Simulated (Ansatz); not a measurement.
## Electronic structure of Zn7Se8 (cell with a defect) in real space

```
Zn Se
1.0
     0.00000    5.73176   -5.73176
     5.73176    5.73176    0.00000
     5.73176    0.00000   -5.73176
Zn Se
7 8
Cartesian
  5.7212 2.8622 -8.5642
  8.5116 2.8630 -5.7353
  5.7204 0.0316 -5.7354
  5.7226 5.6950 -5.7351
  2.9324 2.8611 -5.7363
  5.7224 2.8627 -2.9026
  8.5874 5.7283 -2.8696
  4.2903 4.3199 -4.2783
  7.1614 7.1726 -4.3123
  4.2819 7.1722 -7.1573
  7.1617 10.0166 -7.1570
  7.1550 4.3216 -7.1938
  10.0191 7.1338 -7.1950
  7.1540 7.1360 -10.0092
  10.0140 10.0162 -10.0442
```

Spin-polarised.

The calculation used DFT PBE, scalar-relativistic, plane waves, PAW in Ansatz.

Core electrons are frozen (PAW), and the valence fields are smoothed inside the atomic spheres.

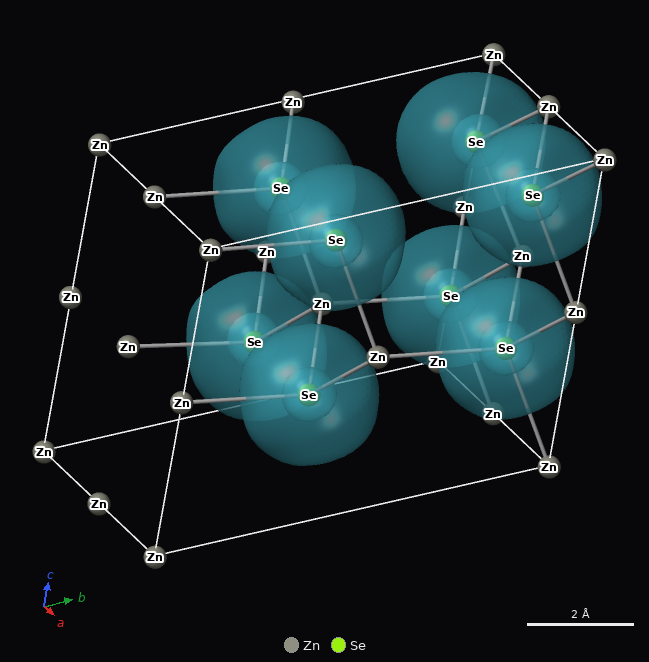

Figure 1. Isosurface of the ELF at 0.6 (cyan), seen slightly off an axis. Only the valence region is drawn (cores and ρ < 0.01 e/Å³ removed). Sticks mark near contacts.

### Identify the bonds, lone pairs and shells in this picture.

At this value the surface marks out eight regions wrapped around Se (the valence shell of each), counted in one cell of 15 atoms. Any copies at cell faces, edges or corners count once. Along the contacts the grid gives the following. Zn–Se (2.46 Å): the ELF is about 0.60 at the midpoint. Zn–Se (2.51 Å): the ELF is about 0.60 at the midpoint.

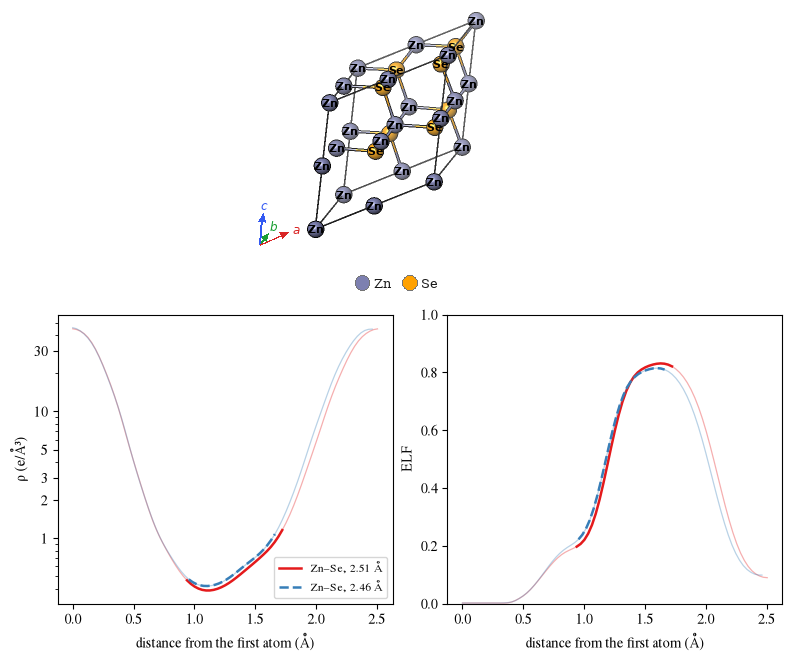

Figure 2. Valence charge density (pseudo) and ELF along straight lines between neighbouring atoms. Thin, pale parts lie inside the atomic spheres. The structure is drawn too.

### Compare the contacts.

Zn–Se (2.51 Å): ρ at the midpoint is about 0.43 e/Å³; the ELF is about 0.60 at the midpoint.
Zn–Se (2.46 Å): ρ at the midpoint is about 0.45 e/Å³; the ELF is about 0.60 at the midpoint.

### Metal or insulator at this level of theory?

It is metallic or semimetallic at this level of theory: no gap opens.
